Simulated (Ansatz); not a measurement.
Geometry relaxation, with input and output: ZnS (part 2 of 2)

ZnS (P6₃mc, 4 atoms in the cell); DFT, LDA, plane waves, PAW, no spin polarisation (Ansatz 0.2.0); cutoff 420 eV, 12×12×4 k-mesh, Fermi–Dirac smearing of 0.02 eV. The structure derives from an entry of the Crystallography Open Database. The geometry comes from this level: PBE.

Geometry of the input (Å; fractional positions):
```
3.8458  0.0000  0.0000
-1.9229  3.3305  0.0000
0.0000  0.0000  6.3040
Zn 0.3333  0.6667  0.0052
Zn 0.6667  0.3333  0.5052
S  0.3333  0.6667  0.3798
S  0.6667  0.3333  0.8798
```

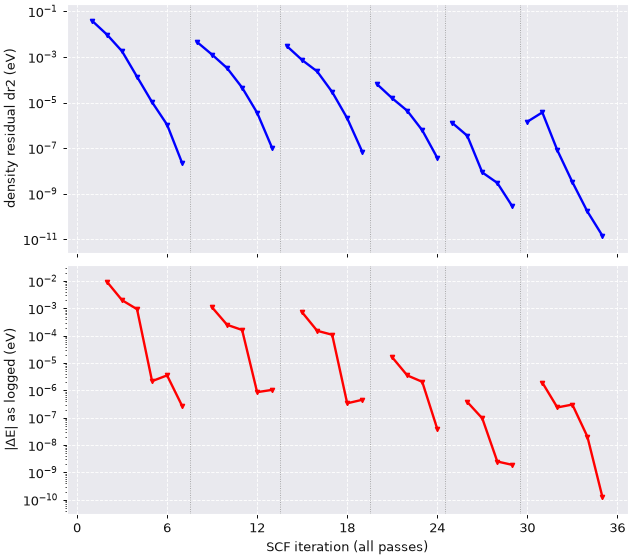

Fig. 1: Convergence of the self-consistent field: density residual dr2 and size of the energy change against the SCF iteration. The dotted lines part the SCF passes of the relaxation: geometry steps, rejected trials and re-solves on a re-selected basis. The 6 passes take 5 to 7 iterations each, 35 in all.

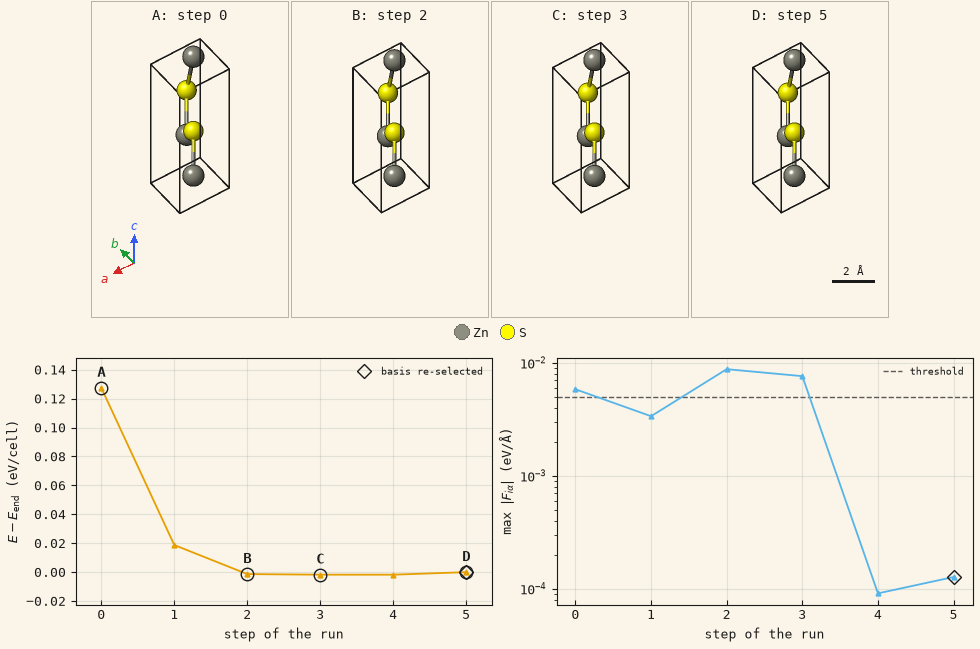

Fig. 2: Frames of the relaxation (ball-and-stick view of the cell of the calculation, seen at an oblique angle) above the curves, on which the letters mark them (the first geometry is step 0 here and step 1 in the log).

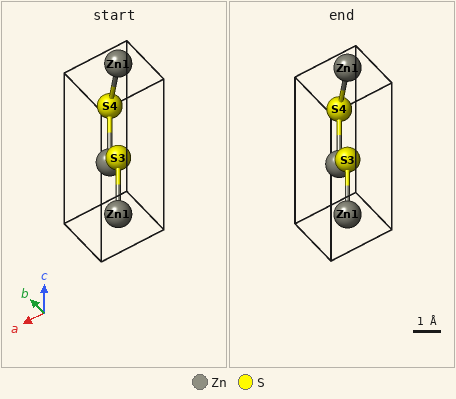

Fig. 3: Before (left) and after (right) the relaxation, at one scale (ball-and-stick view of the cell of the calculation, seen at an oblique angle). After 4 geometry steps the energy has fallen by 0.129 eV per cell of the calculation. Largest force component: 0.0058 eV/Å at the start, 0.00013 eV/Å at the end. Pressure: −5.92 GPa at the start and 0.00 GPa at the end. No atom moves by more than 0.005 Å relative to the cell. The drawn cell changes as follows: a = b 3.846 → 3.738 Å (−2.8 %), c 6.304 → 6.143 Å (−2.6 %); the volume changes by −7.9 %. Among the contacts that change: Zn1–S3 2.361 → 2.296 Å, Zn1–S4 2.357 → 2.293 Å. The space group stays P6_3mc (No. 186). A last SCF at the same geometry on a re-selected plane-wave basis shifts the energy by +1.8 meV per cell of the calculation. (Atoms are counted from 1 in the order of the input.)

```
basis re-selected at this cell: Δ(F+E_penalty+E_count) = +1.752e-3 eV, ΔP = -0.001 GPa vs the last step (what re-selecting the basis moved, of the pressure what is left beyond the Pulay correction that the steps carried, after the strain that the cell walked since its last selection, with what the two solves' SCF thresholds leave and, on support functions, any second-order correction that the steps lacked; it is no measure of the basis error at this ecutwfc). The dense FFT grid was sized anew with the basis: this SCF ran on 25×25×45 points, the steps before it on 27×27×45, so part of this shift can come from that change (see relax.cell in the input reference). This SCF's stress stands 2.52e-3 GPa from its target on what of the cell is left free (relax.cell.stress_tol is 5.00e-2 GPa) and its largest allowed force component is 1.27e-4 eV/Å (relax.f_tol is 5.00e-3 eV/Å): within both
SCF converged after 6 iterations
Free energy (F): -8234.865969 eV
Harris-Foulkes:  -8234.865969 eV  (|F-HF|=7.28e-12)
Internal energy: -8234.865969 eV  (E = F + TS)
E sigma→0 (E₀):  -8234.865969 eV
Fermi energy:    7.435766 eV
--- Per-component energies (eV) ---
  E_band       = 17.522892
  E_kinetic    = 480.567637
  E_local      = -4019.408728  (includes V_loc(G=0)·N_el)
  E_nonlocal   = 1291.954535
  E_hartree    = 1677.421942
  E_xc         = -465.200544
  E_vxc        = -284.637185  (∫ρ·V_xc dr)
  E_paw        = -4649.487908  (= ΣΔE_a)
  E_vpaw       = -805.796600  (= ΣTr[D̂ρ^β])
  E_aug_tail   = -0.000740  (compensation charges beyond the density's cutoff)
  E_ewald      = -2554.132840
  E_core_change = 3.420678  (= ΣΔE_core)
  E_smearing   = -0.000000  (= −TS)
  E_closure    = 0.000000  (closes the sum)
  Σ components = -8234.865969   (vs F -8234.865969, Δ=0.00e0)
--- Forces (eV/Å), atoms counted from 1 ---
  atom   1  Zn     0.00000000    -0.00000000     0.00012708
  atom   2  Zn    -0.00000000     0.00000000     0.00012708
  atom   3  S      0.00000000    -0.00000000    -0.00012705
  atom   4  S     -0.00000000     0.00000000    -0.00012705
  max |Σ_I F_I| component: 4.56e-8 eV/Å
--- Stress (GPa, compression-positive) ---
       -0.000200       0.000000      -0.000000
        0.000000      -0.000200       0.000000
       -0.000000       0.000000      -0.002517
  P = ⅓ Tr σ = -0.0010 GPa (-0.010 kbar)
--- Relaxed structure (5 steps of the walk, 5 accepted, 1 SCFs on fresh bases) ---
  F+E_penalty+E_count = -8234.86596896 eV   max|allowed force component| = 1.271e-4 eV/Å   (the final SCF, on the basis selected at the relaxed cell)
  cell:  # Å, volume = 74.3415 Å³
    - [3.7382264482710776, 3.9803577428512495e-18, 6.283342233763761e-34]
    - [-1.8691132241355388, 3.237399069301629, -8.583205111992959e-34]
    - [1.0299678924691173e-33, -1.0299678924691173e-33, 6.142847632208961]
  atoms:
    - { symbol: Zn, position: [0.3333333333333333, 0.6666666666666666, 0.005586032336265018] }
    - { symbol: Zn, position: [0.6666666666666666, 0.3333333333333333, 0.505586032336265] }
    - { symbol: S, position: [0.3333333333333333, 0.6666666666666666, 0.3794139676637351] }
    - { symbol: S, position: [0.6666666666666666, 0.3333333333333333, 0.8794139676637349] }
```

Trajectory as extended XYZ (Å, eV, eV/Å), 6 frames, from step=1 to step=6:
```
4
Lattice="3.8458 0.0000 0.0000 -1.9229 3.3305 0.0000 0.0000 0.0000 6.3040" Properties=species:S:1:pos:R:3:forces:R:3 step=1 energy=-8234.73850 pressure_GPa=-5.92
Zn    0.0000    2.2204    0.0328    0.0000   0.0000  -0.0058
Zn    1.9229    1.1102    3.1848    0.0000   0.0000  -0.0058
S     0.0000    2.2204    2.3943    0.0000   0.0000   0.0058
S     1.9229    1.1102    5.5463    0.0000   0.0000   0.0058
4
Lattice="3.7809 0.0000 0.0000 -1.8905 3.2744 0.0000 0.0000 0.0000 6.1996" Properties=species:S:1:pos:R:3:forces:R:3 step=2 energy=-8234.84721 pressure_GPa=-2.55
Zn    0.0000    2.1829    0.0325    0.0000   0.0000   0.0034
Zn    1.8905    1.0915    3.1323    0.0000   0.0000   0.0034
S     0.0000    2.1829    2.3543    0.0000   0.0000  -0.0034
S     1.8905    1.0915    5.4541    0.0000   0.0000  -0.0034
4
Lattice="3.7322 0.0000 0.0000 -1.8661 3.2322 0.0000 0.0000 0.0000 6.1319" Properties=species:S:1:pos:R:3:forces:R:3 step=3 energy=-8234.86731 pressure_GPa=0.44
Zn    0.0000    2.1548    0.0336    0.0000   0.0000   0.0088
Zn    1.8661    1.0774    3.0995    0.0000   0.0000   0.0088
S     0.0000    2.1548    2.3272    0.0000   0.0000  -0.0088
S     1.8661    1.0774    5.3931    0.0000   0.0000  -0.0088
4
Lattice="3.7381 0.0000 0.0000 -1.8691 3.2373 0.0000 0.0000 0.0000 6.1429" Properties=species:S:1:pos:R:3:forces:R:3 step=4 energy=-8234.86771 pressure_GPa=0.00
Zn    0.0000    2.1582    0.0349    0.0000   0.0000  -0.0076
Zn    1.8691    1.0791    3.1064    0.0000   0.0000  -0.0076
S     0.0000    2.1582    2.3301    0.0000   0.0000   0.0076
S     1.8691    1.0791    5.4015    0.0000   0.0000   0.0076
4
Lattice="3.7382 0.0000 0.0000 -1.8691 3.2374 0.0000 0.0000 0.0000 6.1428" Properties=species:S:1:pos:R:3:forces:R:3 step=5 energy=-8234.86772 pressure_GPa=0.00
Zn    0.0000    2.1583    0.0343    0.0000   0.0000   0.0001
Zn    1.8691    1.0791    3.1057    0.0000   0.0000   0.0001
S     0.0000    2.1583    2.3307    0.0000   0.0000  -0.0001
S     1.8691    1.0791    5.4021    0.0000   0.0000  -0.0001
4
Lattice="3.7382 0.0000 0.0000 -1.8691 3.2374 0.0000 0.0000 0.0000 6.1428" Properties=species:S:1:pos:R:3:forces:R:3 step=6 energy=-8234.86597 pressure_GPa=-0.00
Zn    0.0000    2.1583    0.0343    0.0000   0.0000   0.0001
Zn    1.8691    1.0791    3.1057    0.0000   0.0000   0.0001
S     0.0000    2.1583    2.3307    0.0000   0.0000  -0.0001
S     1.8691    1.0791    5.4021    0.0000   0.0000  -0.0001
```

Results in brief:

```json
{"quantity": "outcome", "value": "converged"}
{"quantity": "space group (tolerance 0.01 Å)", "value": "P6₃mc (186)"}
{"quantity": "electrons treated", "value": "36"}
{"quantity": "free energy", "value": "−8234.8660 eV"}
{"quantity": "Fermi energy", "value": "7.436 eV"}
{"quantity": "pressure", "value": "0.00 GPa"}
{"quantity": "final volume", "value": "74.34 Å³"}
{"quantity": "largest force (length of the vector) at the end", "value": "under 0.001 eV/Å"}
{"quantity": "final cell", "value": "a = 3.738 Å, b = 3.738 Å, c = 6.143 Å, α = 90.00°, β = 90.00°, γ = 120.00°"}
{"quantity": "hardware", "value": "2 threads of an x86-64 CPU, shared host"}
{"quantity": "wall time", "value": "13 s (CPU time 25 s)"}
{"quantity": "peak memory", "value": "0.42 GiB"}
```
